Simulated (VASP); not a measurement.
# O on Co(0001): binding against coverage, part 5 of 12

Aim: adsorption energy and work function of O on Co(0001) from low coverage to a full layer.

VASP 6.6.1, plane waves and PAW; the level of theory is named at each step.

Still holding for the runs below: The magnetic state follows from one typed start and may not be the lowest.

So far. Step 5 (The vacuum level, cell 1 x 1, k-mesh 12×12×1): The vacuum level lies 4.91 eV above the Fermi level at the upper face; the two faces differ by 0.06 eV, the step that the slab's dipole of -0.002 e·Å makes. Step 6 (Relaxing the adsorbate, coverage 1/1, k-mesh 12×12×1): The run ended after 16 ionic steps, 0.183 eV below its first step, once the forces on the free atoms met EDIFFG = -0.03.

## (7) The vacuum level with the adsorbate, coverage 1/1, k-mesh 12×12×1

Level of this step: PBE, spin-polarised from a ferromagnetic start; plane waves and PAW (Co, O) (VASP).

A static run like the clean slab's shows how the vacuum level shifts, by charge transfer, by any dipole of the adsorbate and by the slab's own rearrangement.

File INCAR:

```
SYSTEM = Co4O
PREC = Normal
ENCUT = 440
EDIFF = 1E-06
NELM = 120
ISMEAR = 1
SIGMA = 0.15
LREAL = .FALSE.
ALGO = Fast
GGA = PE
NBANDS = 34
ISPIN = 2
MAGMOM = 2 2 2 2 0
LASPH = .TRUE.
LMAXMIX = 4
LORBIT = 11
LWAVE = .FALSE.
LCHARG = .FALSE.
KPAR = 8
IDIPOL = 3
LDIPOL = .TRUE.
DIPOL = 0.5 0.5 0.542
LVHAR = .TRUE.
LVACPOTAV = .TRUE.
```

File POSCAR:

```
Co4O
1.0
    2.4892217852      0.0000000000      0.0000000000
    1.2446108926      2.1557293016      0.0000000000
    0.0000000000      0.0000000000     21.0421269460
Co O
4 1
Selective dynamics
Direct
    0.6666666700      0.6666666700      0.3564278500  F F F
    0.0000000000      0.0000000000      0.4521426200  F F F
    0.6666666700      0.6666666700      0.5486199860  T T T
    0.0000000000      0.0000000000      0.6504145050  T T T
    0.6666666700      0.6666666700      0.7005599071  T T T
```

File KPOINTS:

```
Automatic mesh
0
Gamma
12 12 1
0 0 0
```

The projector-augmented-wave data sets are Co and O (PBE family, release 64).

Started as:

```console
mpirun -np 8 vasp_std
```

The program printed:

```text
[... set-up lines as in an earlier step ...]
 entering main loop
       N       E                     dE             d eps       ncg     rms          rms(c)
DAV:   1     0.336885291654E+03    0.33689E+03   -0.17271E+04  2584   0.120E+03
DAV:   2     0.283318531050E+01   -0.33405E+03   -0.30635E+03  2656   0.293E+02
DAV:   3    -0.383393886836E+02   -0.41173E+02   -0.38634E+02  2906   0.124E+02
DAV:   4    -0.397864651335E+02   -0.14471E+01   -0.14366E+01  2872   0.240E+01
DAV:   5    -0.398140360327E+02   -0.27571E-01   -0.27565E-01  3208   0.300E+00    0.297E+01
RMM:   6    -0.694511718113E+02   -0.29637E+02   -0.77792E+01  3189   0.741E+01    0.779E+01
RMM:   7    -0.506293021002E+02    0.18822E+02   -0.62934E+00  2902   0.187E+01    0.580E+01
RMM:   8    -0.733116444685E+02   -0.22682E+02   -0.18740E+01  3478   0.347E+01    0.672E+01
RMM:   9    -0.736405678244E+02   -0.32892E+00   -0.12735E+01  3469   0.253E+01    0.606E+01
RMM:  10    -0.438864845750E+02    0.29754E+02   -0.10144E+01  3306   0.245E+01    0.320E+01
RMM:  11    -0.370500129705E+02    0.68365E+01   -0.49806E+00  3060   0.166E+01    0.351E+01
RMM:  12    -0.364910814682E+02    0.55893E+00   -0.14733E+00  3061   0.836E+00    0.316E+01
RMM:  13    -0.338368354170E+02    0.26542E+01   -0.27726E-01  3002   0.425E+00    0.226E+01
RMM:  14    -0.332617726939E+02    0.57506E+00   -0.18525E-01  3017   0.309E+00    0.200E+01
RMM:  15    -0.324389750082E+02    0.82280E+00   -0.16286E-01  3090   0.218E+00    0.130E+01
RMM:  16    -0.329210026125E+02   -0.48203E+00   -0.11632E-01  3081   0.199E+00    0.134E+01
RMM:  17    -0.328005448906E+02    0.12046E+00   -0.37911E-01  3390   0.279E+00    0.940E+00
RMM:  18    -0.326795653393E+02    0.12098E+00   -0.15850E-01  3242   0.165E+00    0.612E+00
RMM:  19    -0.327065104167E+02   -0.26945E-01   -0.96197E-03  3091   0.603E-01    0.581E+00
RMM:  20    -0.327234505405E+02   -0.16940E-01   -0.12082E-02  3080   0.710E-01    0.502E+00
RMM:  21    -0.327937591702E+02   -0.70309E-01   -0.12080E-02  3085   0.686E-01    0.459E+00
RMM:  22    -0.328264296765E+02   -0.32671E-01   -0.61032E-02  4018   0.148E+00    0.298E+00
RMM:  23    -0.328528076001E+02   -0.26378E-01   -0.18568E-02  3232   0.831E-01    0.270E+00
RMM:  24    -0.328366901263E+02    0.16117E-01   -0.64887E-03  3115   0.491E-01    0.226E+00
RMM:  25    -0.328689795245E+02   -0.32289E-01   -0.22726E-02  3520   0.870E-01    0.157E+00
RMM:  26    -0.329694636338E+02   -0.10048E+00   -0.13257E-02  3251   0.553E-01    0.162E+00
RMM:  27    -0.329804291108E+02   -0.10965E-01   -0.13512E-02  3337   0.560E-01    0.114E+00
RMM:  28    -0.331118761030E+02   -0.13145E+00   -0.20928E-02  3439   0.622E-01    0.537E-01
RMM:  29    -0.331818006825E+02   -0.69925E-01   -0.80660E-03  3230   0.370E-01    0.283E-01
RMM:  30    -0.332445642013E+02   -0.62764E-01   -0.54941E-03  3283   0.296E-01    0.261E-01
[...]
RMM:  38    -0.332599128428E+02   -0.24732E-03   -0.12519E-05  2956   0.158E-02    0.173E-02
RMM:  39    -0.332601401218E+02   -0.22728E-03   -0.13700E-05  2970   0.168E-02    0.250E-02
RMM:  40    -0.332602096238E+02   -0.69502E-04   -0.46512E-06  2513   0.104E-02    0.175E-02
RMM:  41    -0.332602269910E+02   -0.17367E-04   -0.10650E-06  2156   0.565E-03    0.121E-02
RMM:  42    -0.332602382168E+02   -0.11226E-04   -0.54941E-07  2083   0.461E-03    0.118E-02
RMM:  43    -0.332602362934E+02    0.19234E-05   -0.45020E-07  2060   0.451E-03    0.557E-03
RMM:  44    -0.332602373918E+02   -0.10984E-05   -0.14174E-07  2007   0.204E-03    0.392E-03
RMM:  45    -0.332602427979E+02   -0.54061E-05   -0.54792E-08  1765   0.138E-03    0.261E-03
RMM:  46    -0.332602495813E+02   -0.67834E-05   -0.71077E-08  1900   0.157E-03    0.360E-03
RMM:  47    -0.332602523671E+02   -0.27858E-05   -0.23938E-08  1691   0.130E-03    0.215E-03
RMM:  48    -0.332602534176E+02   -0.10505E-05   -0.54268E-09  1104   0.745E-04    0.178E-03
RMM:  49    -0.332602539434E+02   -0.52574E-06   -0.37839E-09  1004   0.776E-04
 [... a notice as in an earlier step ...]

   1 F= -.33260254E+02 E0= -.33256926E+02  d E =-.998251E-02  mag=     5.5169
```

Run time: 28 s. Hardware: 8 MPI ranks of AMD EPYC 9R45, shared host; peak memory 1.9 GiB; 3.2 min of CPU time.

OUTCAR, selected parts (step 7):

```text
   NELECT =      42.0000    total number of electrons

 dipolmoment           0.000000      0.000000      0.052654 electrons x Angstroem

 E-fermi :   1.0653

 spin component 1
 k-point     1 :       0.0000    0.0000    0.0000
  band No.  band energies     occupation
    ...
     22      -0.2393      1.00000
     23      -0.1108      1.00000
     24       0.0169      1.00000
     25       0.0169      1.00000
     26       0.7643      1.00783
     27       2.1564     -0.00000
     28       2.1564     -0.00000
     29       5.7743      0.00000
     30       7.3667      0.00000
     31       7.3900      0.00000
    ...

 k-point     2 :       0.0833    0.0000    0.0000
  band No.  band energies     occupation
    ...
     21      -0.4071      1.00000
     22      -0.2475      1.00000
     23      -0.1699      1.00000
     24       0.0305      1.00000
     25       0.1172      1.00000
     26       1.4934     -0.00021
     27       2.0734     -0.00000
     28       2.1793     -0.00000
     29       5.9875      0.00000
     30       7.5696      0.00000
    ...

  Total        3.1733443      3.1733443     -0.9594635      0.0000000     -0.0000000     -0.0000000
  in kB       45.0277585     45.0277585    -13.6141833      0.0000000     -0.0000000     -0.0000000
  external PRESSURE =      25.4804445 kB  Pullay stress =       0.0000000 kB

 POSITION                                       TOTAL-FORCE (eV/Angst)
 -----------------------------------------------------------------------------------
      2.48922      1.43715      7.50000        -0.000000     -0.000000      0.306433
      0.00000      0.00000      9.51404        -0.000000     -0.000000     -0.298779
      2.48922      1.43715     11.54413        -0.000000     -0.000000      0.003673
      0.00000      0.00000     13.68610        -0.000000     -0.000000     -0.005567
      2.48922      1.43715     14.74127         0.000000      0.000000     -0.005760
 -----------------------------------------------------------------------------------
    total drift:                                0.000005      0.000003     -0.003126

  FREE ENERGIE OF THE ION-ELECTRON SYSTEM (eV)
  ---------------------------------------------------
  free  energy   TOTEN  =       -33.2602539434 eV

  energy  without entropy=      -33.2502714355  energy(sigma->0) =      -33.25692644

 vacuum level on the upper side and lower side of the slab         7.765         5.981

 magnetization (x)
# of ion       s       p       d       tot
------------------------------------------
    1       -0.009  -0.039   1.841   1.793
    2       -0.010  -0.050   1.759   1.699
    3       -0.009  -0.030   1.810   1.771
    4       -0.003  -0.001   0.301   0.297
    5        0.001   0.005   0.000   0.006
--------------------------------------------------
tot         -0.031  -0.115   5.711   5.565

[... 7 parts as in an earlier step ...]

[... 15 further parts left out ...]
```

Numbers from this step:

| Quantity | Value |
| --- | --- |
| electronic cycles | 49 |
| Fermi energy | 1.065 eV |
| dipole moment | 0, 0, 0.05265 e·Å |
| vacuum levels | 7.768, 5.992 eV |
| work functions of the upper and lower face | 6.703, 4.927 eV |

The planar average of the electrostatic potential oscillates, so the rows of the table below give means over windows of 1 Å about each position, cut where the curve ends. Its maxima inside the range that stand out by 2 % of the span (Å: eV): 8.5: -0.877, 10.5: -0.758, 12.6: -0.143. Its minima: 7.5: -22.2, 9.5: -22.2, 11.6: -22.2, 13.7: -23.3.

Zero at the Fermi level. The planar average of the electrostatic potential by height; means over each step:

```csv
height (Å),planar average of the electrostatic potential (eV)
0,6.70
1,5.60
2,4.93
3,4.93
4,4.92
5,4.81
6,3.52
7,-10.0
8,-10.4
9,-10.2
10,-10.7
11,-9.52
12,-11.3
13,-6.81
14,-17.4
15,-4.76
16,6.19
17,6.69
18,6.70
19,6.70
20,6.70
```

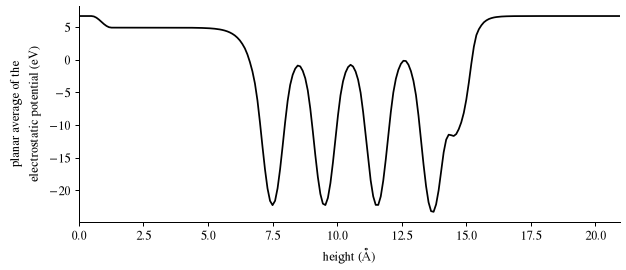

Planar average of the electrostatic potential against height.

Force by atom:

```csv
atom,x (eV/Å),y (eV/Å),z (eV/Å),size
Co1,0.000,0.000,0.306,0.306
Co2,0.000,0.000,-0.299,0.299
Co3,0.000,0.000,0.004,0.004
Co4,0.000,0.000,-0.006,0.006
O5,0.000,0.000,-0.006,0.006
```

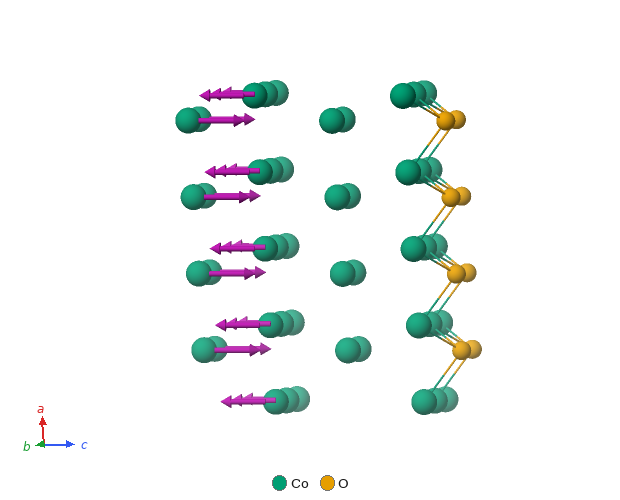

Force as arrows, the longest 0.306 eV/Å. Bonds to atoms that aren't drawn are left out. 4×2×1 cells are drawn. Some periodic images of atoms are drawn too.

At the end the adsorbate's closest contact with the slab is O-Co at 1.78 Å, 1.44 Å to the side of the slab's atom, and its lowest atom lies 1.06 Å above the highest atom of the slab.

The vacuum level lies 6.70 eV above the Fermi level at the upper face; the two faces differ by 1.78 eV, the step that the slab's dipole of 0.053 e·Å makes.

VASP counts the dipole in electrons times Å, so a positive number points the physical dipole along −c.

The program found no field-free point at its default tolerance, and its printed vacuum level lies off the flat part of the planar average, by 0.00 eV at the upper face; the levels here are read from the flat part.

## (8) Relaxing the slab, cell 2 x 2, k-mesh 6×6×1

This step: PBE, spin-polarised from a ferromagnetic start; plane waves and PAW (Co) (VASP 6.6.1).

System of this step: Co(0001). The cell holds 16 atoms: 16 Co. Its edges and angles: a = 4.978 Å, b = 4.978 Å, c = 21.042 Å, α = 90.0°, β = 90.0°, γ = 60.0°. It derives from Co. 4 layers of hcp Co, cut at this functional's lattice. Vacuum lies along c.

File INCAR:

```
SYSTEM = Co
PREC = Normal
ENCUT = 440
EDIFF = 1E-05
NELM = 120
ISMEAR = 1
SIGMA = 0.15
LREAL = Auto
ALGO = Fast
GGA = PE
NBANDS = 116
ISPIN = 2
MAGMOM = 2 2 2 2 2 2 2 2 2 2 2 2 2 2 2 2
LASPH = .TRUE.
LMAXMIX = 4
LORBIT = 11
LWAVE = .FALSE.
LCHARG = .FALSE.
KPAR = 4
NCORE = 2
IBRION = 2
NSW = 30
ISIF = 2
EDIFFG = -0.03
POTIM = 0.4
MAXMIX = 40
IDIPOL = 3
LDIPOL = .TRUE.
DIPOL = 0.5 0.5 0.5
```

File POSCAR:

```
Co
1.0
    4.9784435704      0.0000000000      0.0000000000
    2.4892217852      4.3114586033      0.0000000000
    0.0000000000      0.0000000000     21.0421269460
Co
16
Selective dynamics
Direct
    0.8333333300      0.3333333300      0.3564278500  F F F
    0.3333333300      0.3333333300      0.3564278500  F F F
    0.8333333300      0.8333333300      0.3564278500  F F F
    0.3333333300      0.8333333300      0.3564278500  F F F
    0.0000000000      0.0000000000      0.4521426200  F F F
    0.5000000000      0.0000000000      0.4521426200  F F F
    0.0000000000      0.5000000000      0.4521426200  F F F
    0.5000000000      0.5000000000      0.4521426200  F F F
    0.8333333300      0.3333333300      0.5478573800  T T T
    0.3333333300      0.3333333300      0.5478573800  T T T
    0.8333333300      0.8333333300      0.5478573800  T T T
    0.3333333300      0.8333333300      0.5478573800  T T T
    0.0000000000      0.0000000000      0.6435721500  T T T
    0.5000000000      0.0000000000      0.6435721500  T T T
    0.0000000000      0.5000000000      0.6435721500  T T T
    0.5000000000      0.5000000000      0.6435721500  T T T
```

File KPOINTS:

```
Automatic mesh
0
Gamma
6 6 1
0 0 0
```

Potentials, in the order of the species: Co (PBE family, release 64).

Started as:

```console
mpirun -np 8 vasp_std
```

The program printed:

```text
[banner, memory and clock lines left out]
running    8 mpi-ranks, on    1 nodes
[...]
LDA part: xc-table for (Slater+PW92), standard interpolation
 POSCAR, INCAR and KPOINTS ok, starting setup
[...]
entering main loop
       N       E                     dE             d eps       ncg     rms          rms(c)
DAV:   1     0.108367013529E+04    0.10837E+04   -0.55095E+04  3248   0.117E+03
DAV:   2    -0.218003249186E+02   -0.11055E+04   -0.10216E+04  3248   0.287E+02
DAV:   3    -0.119723241055E+03   -0.97923E+02   -0.85955E+02  3444   0.121E+02
DAV:   4    -0.122576205665E+03   -0.28530E+01   -0.28319E+01  3536   0.240E+01
[...]
RMM:  31    -0.106774232136E+03   -0.17324E-04   -0.22100E-06  1847   0.421E-03    0.321E-03
RMM:  32    -0.106774247666E+03   -0.15530E-04   -0.95148E-07  1714   0.298E-03    0.136E-03
RMM:  33    -0.106774256344E+03   -0.86778E-05   -0.52033E-07  1632   0.253E-03
   1 F= -.10677426E+03 E0= -.10677811E+03  d E =-.106774E+03  mag=    27.0963
[...]
RMM:   8    -0.106834563199E+03    0.78751E-05   -0.16964E-05  2255   0.148E-02
   2 F= -.10683456E+03 E0= -.10683869E+03  d E =-.603069E-01  mag=    27.1432
 trial-energy change:   -0.060307  1 .order   -0.059865   -0.079994   -0.039736
 step:   1.8783(harm=  1.9870)  dis= 0.04368  next Energy=  -106.852314 (dE=-0.781E-01)
[...]
N       E                     dE             d eps       ncg     rms          rms(c)
DAV:   1    -0.106816992862E+03    0.17578E-01   -0.95159E+00  3416   0.795E+00    0.154E+00
RMM:   2    -0.106847323124E+03   -0.30330E-01   -0.12710E-01  3269   0.192E+00    0.210E-01
RMM:   3    -0.106850814168E+03   -0.34910E-02   -0.34224E-02  3354   0.666E-01    0.107E-01
RMM:   4    -0.106851843966E+03   -0.10298E-02   -0.93122E-03  4206   0.311E-01    0.884E-02
[...]
RMM:  12    -0.106852083132E+03   -0.15167E-04   -0.25020E-07  1359   0.191E-03    0.206E-03
RMM:  13    -0.106852097133E+03   -0.14001E-04   -0.20540E-07  1179   0.174E-03    0.992E-04
RMM:  14    -0.106852104287E+03   -0.71537E-05   -0.13327E-07  1061   0.164E-03
   3 F= -.10685210E+03 E0= -.10685655E+03  d E =-.778479E-01  mag=    27.1778
[...]
reached required accuracy - stopping structural energy minimisation
```

The job ended after 1.8 min (8 MPI ranks; peak memory 2.9 GiB; 14 min of CPU time).

Parts of OUTCAR (step 8):

```text
  Total       -5.8496921     -5.8496921     -3.1143162     -0.0000000      0.0000000      0.0000000
  in kB      -20.7508621    -20.7508621    -11.0475464     -0.0000000      0.0000000      0.0000000
  external PRESSURE =     -17.5164235 kB  Pullay stress =       0.0000000 kB

 POSITION                                       TOTAL-FORCE (eV/Angst)
 -----------------------------------------------------------------------------------
      4.97844      1.43715      7.50000        -0.000000     -0.000000      0.411363
      2.48922      1.43715      7.50000        -0.000000     -0.000000      0.411363
      6.22305      3.59288      7.50000        -0.000000     -0.000000      0.411363
      3.73383      3.59288      7.50000        -0.000000      0.000000      0.411363
      0.00000      0.00000      9.51404         0.000000     -0.000000     -0.442104
      2.48922      0.00000      9.51404        -0.000000      0.000000     -0.442104
      1.24461      2.15573      9.51404         0.000000      0.000000     -0.442104
      3.73383      2.15573      9.51404         0.000000     -0.000000     -0.442104
      4.97844      1.43715     11.57177        -0.000000     -0.000000      0.006983
      2.48922      1.43715     11.57177        -0.000000     -0.000000      0.006983
      6.22305      3.59288     11.57177        -0.000000     -0.000000      0.006983
      3.73383      3.59288     11.57177        -0.000000     -0.000000      0.006983
      0.00000      0.00000     13.51358        -0.000000     -0.000000      0.023759
      2.48922      0.00000     13.51358        -0.000000     -0.000000      0.023759
      1.24461      2.15573     13.51358        -0.000000     -0.000000      0.023759
      3.73383      2.15573     13.51358        -0.000000     -0.000000      0.023759
 -----------------------------------------------------------------------------------
    total drift:                               -0.000006     -0.000004      0.046717

  FREE ENERGIE OF THE ION-ELECTRON SYSTEM (eV)
  ---------------------------------------------------
  free  energy   TOTEN  =      -106.8521042869 eV

  energy  without entropy=     -106.8654514177  energy(sigma->0) =     -106.85655333

 magnetization (x)
# of ion       s       p       d       tot
------------------------------------------
    1       -0.012  -0.044   1.801   1.745
    2       -0.012  -0.044   1.801   1.745
    3       -0.012  -0.044   1.801   1.745
    4       -0.012  -0.044   1.801   1.745
    5       -0.013  -0.051   1.768   1.704
    6       -0.013  -0.051   1.768   1.704
    7       -0.013  -0.051   1.768   1.704
    8       -0.013  -0.051   1.768   1.704
    9       -0.013  -0.052   1.756   1.692
   10       -0.013  -0.052   1.756   1.692
   11       -0.013  -0.052   1.756   1.692
   12       -0.013  -0.052   1.756   1.692
   13       -0.012  -0.044   1.784   1.728
[...]
--------------------------------------------------
tot         -0.201  -0.762  28.435  27.472

[... 1 part as in an earlier step ...]

[... 3 further parts left out ...]
[key lines of the parts left out:]
E-fermi :   1.0206
```

Step by step:

```csv
step,energy less that of the first step (eV),largest force (eV/Å)
1,0.0000,0.6026
2,-0.0603,0.3028
3,-0.0778,0.0238
```

The atoms that moved most (Å):

```csv
atom,dx,dy,dz,length
Co12,0.000,0.000,0.044,0.044
Co11,0.000,0.000,0.044,0.044
Co10,0.000,0.000,0.044,0.044
Co9,0.000,0.000,0.044,0.044
Co16,0.000,0.000,-0.029,0.029
Co15,0.000,0.000,-0.029,0.029
Co14,0.000,0.000,-0.029,0.029
Co13,0.000,0.000,-0.029,0.029
```

Final coordinates:

```
Co
1.0
     4.97844    0.00000    0.00000
     2.48922    4.31146    0.00000
     0.00000    0.00000   21.04213
Co
16
Direct
  0.83333 0.33333 0.35643
  0.33333 0.33333 0.35643
  0.83333 0.83333 0.35643
  0.33333 0.83333 0.35643
  0.00000 0.00000 0.45214
  0.50000 0.00000 0.45214
  0.00000 0.50000 0.45214
  0.50000 0.50000 0.45214
  0.83333 0.33333 0.54993
  0.33333 0.33333 0.54993
  0.83333 0.83333 0.54993
  0.33333 0.83333 0.54993
  0.00000 0.00000 0.64222
  0.50000 0.00000 0.64222
  0.00000 0.50000 0.64222
  0.50000 0.50000 0.64222
```

The run ended after 3 ionic steps, 0.078 eV below its first step, once the forces on the free atoms met EDIFFG = -0.03.

(Part 5 of 12 ends here.)

[Lines on the potential files, build, host, timing and source positions are cut from VASP's logs without a mark.]

[Logs are printed without paths, hosts, clocks, repeated set-up lines and the standing remarks that a program may print on its own settings, such as how far it seeks lower states.]

[Hosts, paths, dates, database ids (printed as entryN), source tags and the programs' standing remarks are cut or masked in the printed files.]

[Runs that stopped without an error message from VASP are left out.]
